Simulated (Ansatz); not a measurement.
## C: geometry relaxation

The run: geometry relaxation of C (slab, 2 atoms in the cell). Method and program: DFT PBE+D3(BJ), scalar-relativistic, plane waves, PAW, PAW set soft_1, no spin polarisation (Ansatz 0.2.0).

The structure derives from an entry of the Crystallography Open Database. Figures and captions count atoms from 1; the log counts them from 0 in places.

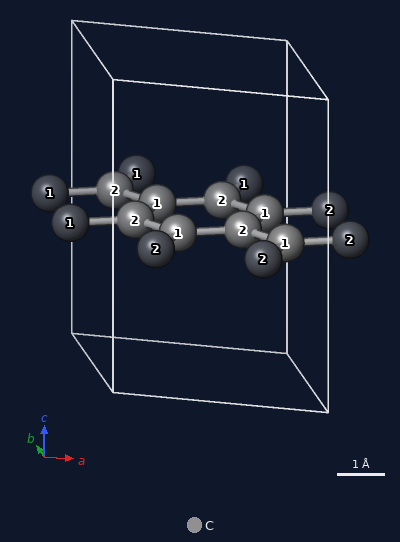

The starting structure (ball-and-stick view of the 2 × 2 repeat of the cell, with the vacuum cut short, seen slightly off an axis; neighbours outside the cell are drawn fainter; atoms are numbered from 1 in the order of the input). An atom can appear more than once, as a periodic image.

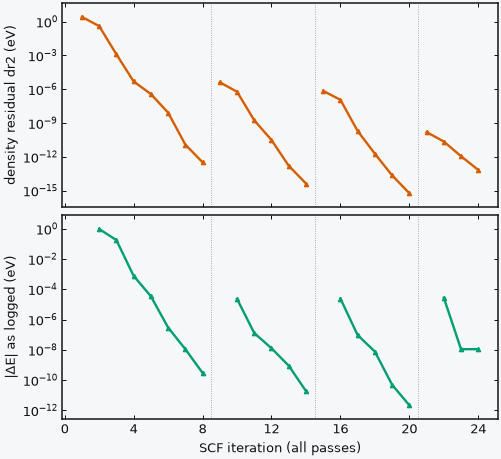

Convergence of the self-consistent field: density residual dr2 and size of the energy change against the SCF iteration. The dotted lines part the SCF passes of the relaxation: geometry steps, rejected trials and re-solves on a re-selected basis. The passes take 8, 6, 6 and 4 iterations.

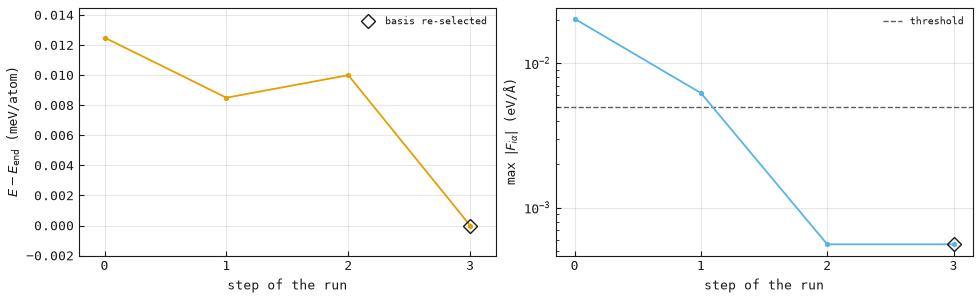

Progress of the relaxation, step by step (the first geometry is step 0 here and step 1 in the log). Over 2 geometry steps the energy falls by next to nothing (0.0 meV per atom). Largest force component: 0.02 eV/Å at the start, 0.00056 eV/Å at the end. No atom moves by more than 0.005 Å relative to the cell. A last SCF at the same geometry on a re-selected plane-wave basis shifts the energy by next to nothing (0.0 meV per atom).

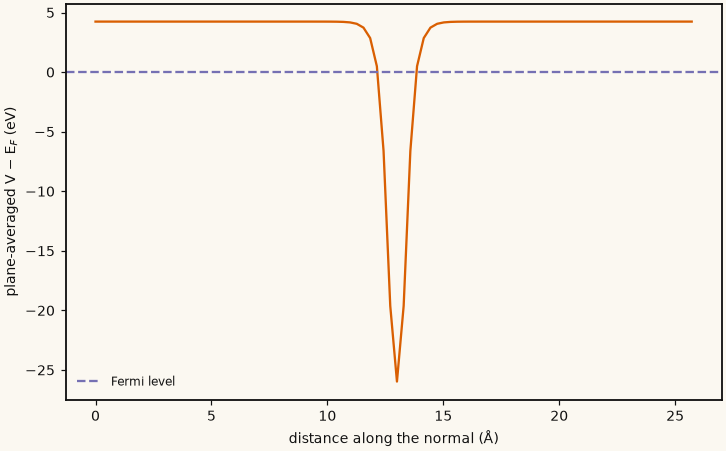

Plane average of the electrostatic potential energy of an electron across the cell, from the Fermi level. The vacuum level lies 4.24 eV above the Fermi level.

These pictures come from the run below.

## Input file
```yaml
crystal:
  lattice:
    - [2.4649574482, 0.0, 0.0]
    - [-1.2324787241, 2.1347157694, 0.0]
    - [0.0, 0.0, 26.0024170307]
  atoms:
    - { symbol: C, position: [0.6666666667, 0.3333333333, 0.4999767615] }
    - { symbol: C, position: [0.3333333333, 0.6666666667, 0.5000232385] }
  periodic: [true, true, false]
basis:
  ecutwfc: 420
kpoints:
  mp_grid: { grid: [21, 21, 1] }
hamiltonian:
  xc: pbe
  pseudopotentials: { kind: paw, azcp: { folder: soft_1 } }
  dispersion: d3bj
scf:
  occupations: { method: gaussian, width: 0.1 }
output:
  forces: true
  stress: true
  eigenvalues: true
relax:
  adjacent_minimum: "off"
  f_tol: 0.005
  max_steps: 80
  cell: { stress_2d_tol: 0.02 }
```

Launch command:
```bash
ansatz run input.yaml --threads 1 --pin off --max-ram 3072MiB --backend cpu --events-out ev --progress --plain --runs-dir out
```

## The program's output
```
Engine: ansatz 0.2.0, aarch64-unknown-linux-gnu
Pseudopotentials: kind: paw
Pseudopotential: C, paw, valence charge 4, recommended cutoff 420 eV (normal), [file]
Functional definition: PBE
  parameter kappa = 0.804
  parameter beta = 0.06672455060314922
  exchange = pbe_x(kappa = kappa, mu = beta*pi^2/3)
  correlation = pbe_c(beta = beta)
Crystal: 2 atoms, lattice volume = 136.824 Å³
Basis set: ecut = 420 eV, 2577 PW (Γ), exchange–correlation on 36×36×360 points (8 copies of the dense FFT grid, shifted against one another)
Bands: 8, of which v1, the nominal top of the filled ones, is band 4 counted from 1 (3 counted from 0)
Symmetry: 12 space group operations
Space group: P-3m1 (ITA 164), of the structure as read, at distance tolerance 5.2e-5 Å
k-points: 48 of 441
Non-local potential: C, projectors of the file, l = 0: 2, l = 1: 2, l = 2: 1
PAW form: soft (Blöchl's): semilocal exchange-correlation on the pseudo side does not see the compensation charge
PAW one-centre angular grid: C, 110 points (default); XC on 64 Gauss nodes
Initial density: superposition of atomic densities (neutral atoms: chi_scale 0, normalization atom)
Initial wavefunctions: pseudopotential atomic-orbital guess
Functional: x = pbe(κ = 0.804, μ = 0.2195149727645171), c = pbe(β = 0.06672455060314922)
SCF iter   1: F=—  HF=-503.226906 eV  |F-HF|=—  |Δ(HF+E_count)|=         —  Δρ=4.60e-2  dr2=2.65e0  ethr=3.10e-3  ⟨swp⟩=9.2  Hψ=4161  notcnv=0
preconditioner: auto → LDOS  [metal: Δε(μ)=0.000 eV  Ē_g=18.602 eV  σ=0.100 eV  W_gap=0.00  n_scr=14 (ndim 8)  ℏωp=9.0 eV  f_vac=0.817  D(μ)=0.10/eV (n_scr^D=2)  β→1.0]
SCF iter   2: F=—  HF=-502.241989 eV  |F-HF|=—  |Δ(HF+E_count)|=   9.85e-1  Δρ=1.63e-2  dr2=4.04e-1  ethr=3.10e-3  ⟨swp⟩=4.3  Hψ=1574  notcnv=0
SCF iter   3: F=—  HF=-502.062594 eV  |F-HF|=—  |Δ(HF+E_count)|=   1.79e-1  Δρ=1.01e-3  dr2=1.27e-3  ethr=3.10e-3  ⟨swp⟩=3.9  Hψ=1341  notcnv=0
SCF iter   4: F=—  HF=-502.061817 eV  |F-HF|=—  |Δ(HF+E_count)|=   7.76e-4  Δρ=8.14e-5  dr2=4.98e-6  ethr=1.59e-5  ⟨swp⟩=3.4  Hψ=992  notcnv=0
SCF iter   5: F=—  HF=-502.061852 eV  |F-HF|=—  |Δ(HF+E_count)|=   3.50e-5  Δρ=1.57e-5  dr2=3.80e-7  ethr=1.25e-9  ⟨swp⟩=15.5  Hψ=4364  notcnv=0
iter 6 did not close the SCF: its close was put off until two iterations running show no level that it waits for move by more than its bar (scf_convergence_deferred on its scf_iter line)
SCF iter   6: F=-502.061853 eV  HF=-502.061853 eV  |F-HF|=9.43e-9  |Δ(HF+E_count)|=   2.98e-7  Δρ=2.50e-6  dr2=8.43e-9  ethr=1.25e-9  ⟨swp⟩=10.5  Hψ=2602  notcnv=0
iter 7 did not close the SCF: its close was put off until two iterations running show no level that it waits for move by more than its bar (scf_convergence_deferred on its scf_iter line)
SCF iter   7: F=-502.061853 eV  HF=-502.061853 eV  |F-HF|=3.07e-10  |Δ(HF+E_count)|=   1.11e-8  Δρ=1.27e-7  dr2=1.24e-11  ethr=1.05e-10  ⟨swp⟩=4.8  Hψ=2027  notcnv=0
SCF iter   8: F=-502.061853 eV  HF=-502.061853 eV  |F-HF|=4.77e-12  |Δ(HF+E_count)|=  2.99e-10  Δρ=2.00e-8  dr2=3.35e-13  ethr=1.00e-12  ⟨swp⟩=2.0  Hψ=1406  notcnv=0
SCF 1 converged in 8 iterations: F = -502.061853 eV  dr2 = 3.35e-13
  greatest PAW one-centre occupation: 0.673 electrons in one spin orbital (limit 2), on the C atom at site 1 (counted from 0), in its partial waves of l = 0
relax step   1: F+E_penalty+E_count = -502.06185254 eV  Δ(F+E_penalty+E_count) = +0.000e0 eV  max|allowed force component| = 2.032e-2 eV/Å  Δτ_max = 0.0000 Å  P = +0.129 N/m  Ω = 136.824 Å³  fix = [c, alpha, beta]  reactions: c +0.000 N/m  (8 SCF iters, dr2 threshold 1.00e-7 eV, accepted)
Crystal: 2 atoms, lattice volume = 136.877 Å³
Initial density: handed on by an earlier stage of this run
Initial wavefunctions: those handed on with the density
iter 1 solved again at ethr=6.95e-8 eV; its pass at ethr=3.10e-3 eV (dr2=5.56e-6 eV) is discarded
SCF iter   1: F=—  HF=-502.061838 eV  |F-HF|=—  |Δ(HF+E_count)|=         —  Δρ=6.69e-5  dr2=4.19e-6  ethr=6.95e-8  ⟨swp⟩=3.5  Hψ=2864  notcnv=0
preconditioner: auto → LDOS  [metal: Δε(μ)=0.000 eV  Ē_g=16.192 eV  σ=0.100 eV  W_gap=0.00  n_scr=14 (ndim 8)  ℏωp=9.0 eV  f_vac=0.834  D(μ)=0.10/eV (n_scr^D=2)  β→1.0]
SCF iter   2: F=—  HF=-502.061861 eV  |F-HF|=—  |Δ(HF+E_count)|=   2.33e-5  Δρ=2.14e-5  dr2=6.09e-7  ethr=5.24e-8  ⟨swp⟩=2.1  Hψ=587  notcnv=0
iter 3 did not close the SCF: its close was put off until two iterations running show no level that it waits for move by more than its bar (scf_convergence_deferred on its scf_iter line)
SCF iter   3: F=-502.061861 eV  HF=-502.061861 eV  |F-HF|=1.33e-8  |Δ(HF+E_count)|=   1.29e-7  Δρ=1.44e-6  dr2=1.77e-9  ethr=5.20e-10  ⟨swp⟩=8.8  Hψ=3084  notcnv=0
iter 4 did not close the SCF: its close was put off until two iterations running show no level that it waits for move by more than its bar (scf_convergence_deferred on its scf_iter line)
SCF iter   4: F=-502.061861 eV  HF=-502.061861 eV  |F-HF|=9.12e-10  |Δ(HF+E_count)|=   1.27e-8  Δρ=2.25e-7  dr2=3.16e-11  ethr=2.21e-11  ⟨swp⟩=3.4  Hψ=1860  notcnv=0
iter 5 did not close the SCF: its close was put off until two iterations running show no level that it waits for move by more than its bar (scf_convergence_deferred on its scf_iter line)
SCF iter   5: F=-502.061861 eV  HF=-502.061861 eV  |F-HF|=2.40e-11  |Δ(HF+E_count)|=  8.91e-10  Δρ=1.72e-8  dr2=1.64e-13  ethr=1.00e-12  ⟨swp⟩=2.8  Hψ=1659  notcnv=0
SCF iter   6: F=-502.061861 eV  HF=-502.061861 eV  |F-HF|=5.51e-12  |Δ(HF+E_count)|=  1.89e-11  Δρ=2.00e-9  dr2=4.37e-15  ethr=1.00e-12  ⟨swp⟩=1.6  Hψ=1227  notcnv=0
SCF 2 converged in 6 iterations: F = -502.061861 eV  dr2 = 4.37e-15
relax step   2: F+E_penalty+E_count = -502.06186121 eV  Δ(F+E_penalty+E_count) = -8.662e-6 eV  max|allowed force component| = 6.219e-3 eV/Å  Δτ_max = 0.0008 Å  P = +0.046 N/m  Ω = 136.877 Å³  energy of the carried Pulay correction = -1.348e-5 eV  fix = [c, alpha, beta]  reactions: c +0.000 N/m  (6 SCF iters, dr2 threshold 4.16e-8 eV, accepted)
Crystal: 2 atoms, lattice volume = 136.901 Å³
iter 1 solved again at ethr=9.79e-9 eV; its pass at ethr=3.10e-3 eV (dr2=7.83e-7 eV) is discarded
SCF iter   1: F=—  HF=-502.061833 eV  |F-HF|=—  |Δ(HF+E_count)|=         —  Δρ=2.33e-5  dr2=7.22e-7  ethr=9.79e-9  ⟨swp⟩=3.1  Hψ=2840  notcnv=0
preconditioner: auto → LDOS  [metal: Δε(μ)=0.000 eV  Ē_g=16.191 eV  σ=0.100 eV  W_gap=0.00  n_scr=14 (ndim 8)  ℏωp=9.0 eV  f_vac=0.834  D(μ)=0.10/eV (n_scr^D=2)  β→1.0]
SCF iter   2: F=—  HF=-502.061857 eV  |F-HF|=—  |Δ(HF+E_count)|=   2.45e-5  Δρ=8.80e-6  dr2=1.17e-7  ethr=9.03e-9  ⟨swp⟩=2.2  Hψ=596  notcnv=0
iter 3 did not close the SCF: its close was put off until two iterations running show no level that it waits for move by more than its bar (scf_convergence_deferred on its scf_iter line)
SCF iter   3: F=-502.061858 eV  HF=-502.061858 eV  |F-HF|=7.68e-9  |Δ(HF+E_count)|=   9.41e-8  Δρ=4.68e-7  dr2=2.00e-10  ethr=6.67e-11  ⟨swp⟩=8.2  Hψ=2944  notcnv=0
iter 4 did not close the SCF: its close was put off until two iterations running show no level that it waits for move by more than its bar (scf_convergence_deferred on its scf_iter line)
SCF iter   4: F=-502.061858 eV  HF=-502.061858 eV  |F-HF|=5.28e-11  |Δ(HF+E_count)|=   7.67e-9  Δρ=5.72e-8  dr2=1.93e-12  ethr=2.50e-12  ⟨swp⟩=3.6  Hψ=1925  notcnv=0
iter 5 did not close the SCF: its close was put off until two iterations running show no level that it waits for move by more than its bar (scf_convergence_deferred on its scf_iter line)
SCF iter   5: F=-502.061858 eV  HF=-502.061858 eV  |F-HF|=7.96e-13  |Δ(HF+E_count)|=  4.91e-11  Δρ=6.19e-9  dr2=2.29e-14  ethr=1.00e-12  ⟨swp⟩=2.6  Hψ=1431  notcnv=0
SCF iter   6: F=-502.061858 eV  HF=-502.061858 eV  |F-HF|=2.73e-12  |Δ(HF+E_count)|=  2.16e-12  Δρ=6.68e-10  dr2=5.98e-16  ethr=1.00e-12  ⟨swp⟩=1.1  Hψ=1002  notcnv=0
SCF 3 converged in 6 iterations: F = -502.061858 eV  dr2 = 5.98e-16
relax step   3: F+E_penalty+E_count = -502.06185755 eV  Δ(F+E_penalty+E_count) = +3.654e-6 eV  max|allowed force component| = 5.583e-4 eV/Å  Δτ_max = 0.0002 Å  P = +0.007 N/m  Ω = 136.901 Å³  energy of the carried Pulay correction = -1.986e-5 eV  fix = [c, alpha, beta]  reactions: c +0.000 N/m  (6 SCF iters, dr2 threshold 5.34e-9 eV, accepted)
Initial wavefunctions: pseudopotential atomic-orbital guess (no wavefunctions were taken with the density)
iter 1 solved again at ethr=1.99e-7 eV; its pass at ethr=3.10e-3 eV (dr2=1.59e-5 eV) is discarded
SCF iter   1: F=—  HF=-502.061850 eV  |F-HF|=—  |Δ(HF+E_count)|=         —  Δρ=1.35e-6  dr2=1.59e-10  ethr=1.99e-7  ⟨swp⟩=5.2  Hψ=5325  notcnv=0
eigensolver tolerance schedule: the retry pair's looser diagonalisation over-reported the residual by 99803.62 of it (diagonalisation noise at an unbounded share of the residual, at the tolerance the schedule requests for it); recorded, not acted on — ethr = c·dr2/N_el stays at c = 1.0e-1
preconditioner: auto → LDOS  [metal: Δε(μ)=0.000 eV  Ē_g=16.182 eV  σ=0.100 eV  W_gap=0.00  n_scr=14 (ndim 8)  ℏωp=9.0 eV  f_vac=0.834  D(μ)=0.10/eV (n_scr^D=2)  β→1.0]
SCF iter   2: F=—  HF=-502.061878 eV  |F-HF|=—  |Δ(HF+E_count)|=   2.79e-5  Δρ=2.79e-7  dr2=2.33e-11  ethr=1.99e-12  ⟨swp⟩=5.2  Hψ=1078  notcnv=0
iter 3 met the thresholds in force, and the SCF goes on: an eigenvalue changes by 6.83 meV, over its tolerance of 1.00 meV (output.eigenvalues, Limitations)
SCF iter   3: F=-502.061878 eV  HF=-502.061878 eV  |F-HF|=1.11e-8  |Δ(HF+E_count)|=   1.10e-8  Δρ=6.70e-8  dr2=1.15e-12  ethr=1.00e-12  ⟨swp⟩=12.4  Hψ=3257  notcnv=0
SCF iter   4: F=-502.061878 eV  HF=-502.061878 eV  |F-HF|=4.95e-12  |Δ(HF+E_count)|=   1.11e-8  Δρ=7.64e-9  dr2=7.03e-14  ethr=1.00e-12  ⟨swp⟩=6.8  Hψ=2209  notcnv=0
SCF 4 converged in 4 iterations: F = -502.061878 eV  dr2 = 7.03e-14
relax step   4: F+E_penalty+E_count = -502.06187803 eV  Δ(F+E_penalty+E_count) = -2.048e-5 eV  max|allowed force component| = 5.582e-4 eV/Å  Δτ_max = 0.0000 Å  P = +0.008 N/m  Ω = 136.901 Å³  fix = [c, alpha, beta]  reactions: c +0.000 N/m  stress off target by 7.79e-3 N/m on what of the cell is left free  SCF on the basis re-selected at this cell (its energy is not comparable with the rows above)  (4 SCF iters)
basis re-selected at this cell: Δ(F+E_penalty+E_count) = -2.048e-5 eV, ΔP = +0.001 N/m vs the last step (what re-selecting the basis moved, of the pressure what is left beyond the Pulay correction that the steps carried, after the strain that the cell walked since its last selection, with what the two solves' SCF thresholds leave and, on support functions, any second-order correction that the steps lacked; it is no measure of the basis error at this ecutwfc). This SCF's stress stands 7.79e-3 N/m from its target on what of the cell is left free (relax.cell.stress_2d_tol is 2.00e-2 N/m) and its largest allowed force component is 5.58e-4 eV/Å (relax.f_tol is 5.00e-3 eV/Å): within both
SCF converged after 4 iterations
an eigenvalue changed by more than its tolerance at an iteration that met the thresholds in force, so the SCF went on 1 time: the last check found none over its tolerance
Free energy (F): -502.061878 eV
Harris-Foulkes:  -502.061878 eV  (|F-HF|=4.95e-12)
Internal energy: -502.061366 eV  (E = F + TS)
E sigma→0 (E₀):  -502.061622 eV
Entropy (-TS):   -0.000512 eV (-0.256 meV/atom)
Fermi energy:    -4.243093 eV
--- Per-component energies (eV) ---
  E_band       = -107.163399
  E_kinetic    = 176.910799
  E_local      = -6737.313616  (includes V_loc(G=0)·N_el)
  E_nonlocal   = 46.863402
  E_hartree    = 3268.807870
  E_xc         = -93.855447
  E_vxc        = -115.561907  (∫ρ·V_xc dr)
  E_paw        = -200.193010  (= ΣΔE_a)
  E_vpaw       = -15.677860  (= ΣTr[D̂ρ^β])
  E_aug_tail   = 0.000033  (compensation charges beyond the density's cutoff)
  E_ewald      = 3036.895729
  E_disp       = -0.177126  (pairwise vdW)
  E_smearing   = -0.000512  (= −TS)
  E_closure    = -0.000000  (closes the sum)
  Σ components = -502.061878   (vs F -502.061878, Δ=0.00e0)
--- Forces (eV/Å), atoms counted from 1 ---
  atom   1  C     -0.00000000     0.00000000    -0.00055823
  atom   2  C      0.00000000     0.00000000     0.00055823
  max |Σ_I F_I| component: 0.00e0 eV/Å
--- 2D stress c σ (N/m, compression-positive) ---
        0.007791      -0.000000      -0.000000
        0.000000       0.007791       0.000000
       -0.000000       0.000000       0.000000
  P = ½ c Tr σ = 0.0078 N/m
--- Band table (eV; the first three rows and the last of 48) ---
  k-point 0: bands = ["-23.7731", "-11.8688", "-7.2874", "-7.2874", "-0.9831 (-0.9832°)", "-0.2138 (-0.2222°)", "0.3813", "0.5777"]
  k-point 1: bands = ["-23.7196", "-11.8047", "-7.5078", "-7.4034", "-0.9104 (-0.9105°)", "-0.1400 (-0.1483°)", "0.4558", "0.6520"]
  k-point 2: bands = ["-23.5591", "-11.6127", "-8.1262", "-7.7214", "-0.6922 (-0.6923°)", "0.0813 (0.0732°)", "0.6793", "0.8747"]
  k-point 47: bands = ["-16.8522", "-16.8522", "-14.8165", "-4.2431", "-4.2431", "6.3743", "8.6272", "8.6272"]
  ° read free of the cell's end (the report's vacuum.weakly_bound_levels)
--- Relaxed structure (3 steps of the walk, 3 accepted, 1 SCFs on fresh bases) ---
  F+E_penalty+E_count = -502.06187803 eV   max|allowed force component| = 5.582e-4 eV/Å   (the final SCF, on the basis selected at the relaxed cell)
  cell:  # Å, volume = 136.9015 Å³
    - [2.465652440938218, 6.141921363686075e-35, 4.4378968390724056e-100]
    - [-1.232826220469109, 2.135317650755607, -3.424620827898909e-100]
    - [4.681461922709918e-99, -1.4685981719031786e-99, 26.0024170307]
  atoms:
    - { symbol: C, position: [0.6666666666666666, 0.3333333333333333, 0.5000006382897363] }
    - { symbol: C, position: [0.3333333333333333, 0.6666666666666666, 0.4999993617102635] }
```

## Trajectory as extended XYZ (Å, eV, eV/Å), 4 frames, from step=1 to step=4
```
2
Lattice="2.4650 0.0000 0.0000 -1.2325 2.1347 0.0000 0.0000 0.0000 26.0024" Properties=species:S:1:pos:R:3:forces:R:3 step=1 energy=-502.06185
C     1.2325    0.7116   13.0006    0.0000   0.0000   0.0203
C     0.0000    1.4231   13.0018    0.0000   0.0000  -0.0203
2
Lattice="2.4654 0.0000 0.0000 -1.2327 2.1351 0.0000 0.0000 0.0000 26.0024" Properties=species:S:1:pos:R:3:forces:R:3 step=2 energy=-502.06186
C     1.2327    0.7117   13.0014    0.0000   0.0000  -0.0062
C     0.0000    1.4234   13.0010    0.0000   0.0000   0.0062
2
Lattice="2.4657 0.0000 0.0000 -1.2328 2.1353 0.0000 0.0000 0.0000 26.0024" Properties=species:S:1:pos:R:3:forces:R:3 step=3 energy=-502.06186
C     1.2328    0.7118   13.0012    0.0000   0.0000  -0.0006
C     0.0000    1.4235   13.0012    0.0000   0.0000   0.0006
2
Lattice="2.4657 0.0000 0.0000 -1.2328 2.1353 0.0000 0.0000 0.0000 26.0024" Properties=species:S:1:pos:R:3:forces:R:3 step=4 energy=-502.06188
C     1.2328    0.7118   13.0012    0.0000   0.0000  -0.0006
C     0.0000    1.4235   13.0012    0.0000   0.0000   0.0006
```

## Results in brief

```csv
quantity,value
outcome,converged
electrons treated,8
free energy,−502.0619 eV
"work function, top face",4.24 eV
"work function, bottom face",4.24 eV
Fermi energy,−4.243 eV
gap on the k-point mesh,none (metallic)
final volume,136.90 Å³
work function (upper face),4.24 eV
largest force (length of the vector) at the end,0.001 eV/Å
hardware,"1 thread of Arm Neoverse V1, 24 GiB of memory available, shared host"
wall time,21 s
peak memory,0.38 GiB
```
